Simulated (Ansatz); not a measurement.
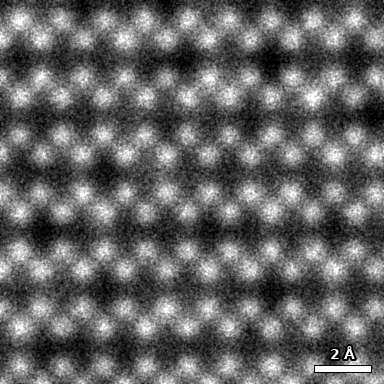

iDPC-like image of Co (P6_3/mmc, No. 194). Simulated as the projected potential of neutral atoms (B = 0.5 Å²) blurred by a 0.50 Å probe, the thin-sample limit of integrated differential phase contrast. Shot noise and the speckle of an amorphous layer were added. Atomic positions: the geometry relaxed with Ansatz, DFT, LDA (PW92), plane waves (420 eV) with PAW, scalar-relativistic; the starting structure was generated, so it need not be a known form of this composition.

```
Co
1.0
     2.42965    0.00000    0.00000
    -1.21483    2.10414    0.00000
     0.00000    0.00000    3.91608
Co
2
Direct
  0.66667 0.33333 0.75000
  0.33333 0.66667 0.25000
```

Along which zone axis is the crystal seen: [210], [211], [001] or [201]? (Directions equivalent by symmetry count as one.)

Answer. [201]. The projected cells are 1.21 × 1.96 Å, 90° for [210]; 1.88 × 1.88 Å, 99° for [211]; 2.43 × 2.43 Å, 120° for [001]; 1.52 × 2.24 Å, 110° for [201], and the image repeats as the [201] one does.
